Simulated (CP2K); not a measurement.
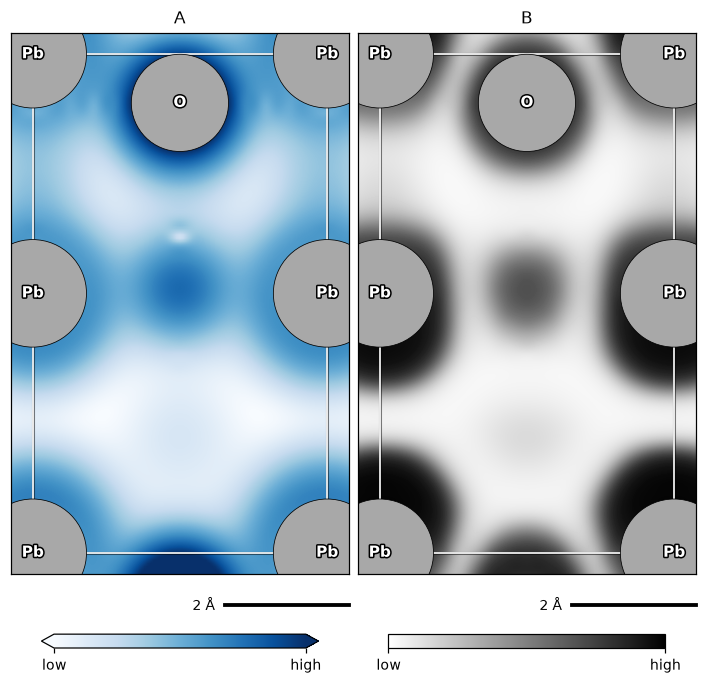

PbO: 2 fields on the (110) plane of the conventional cell, with unlabelled colour scales. Grey discs cover the atomic cores.

Space group Pbcm; not relaxed (largest force 1.1 eV/Å); computed pressure about 2 GPa in this cell.

All numbers below come from CP2K 2026.2, Kohn-Sham DFT of a periodic cell, LDA, GTH-PBE with UZH-DZVP basis.

> The panels show electron localisation function and valence pseudo-density in some order. Assign them.

Panel A: valence pseudo-density. Panel B: electron localisation function. From the grid: Pb–O (2.50 Å): the density is about 0.22 e/Å³ at the midpoint; the ELF is about 0.25 at the midpoint; no localised pair shows between them.
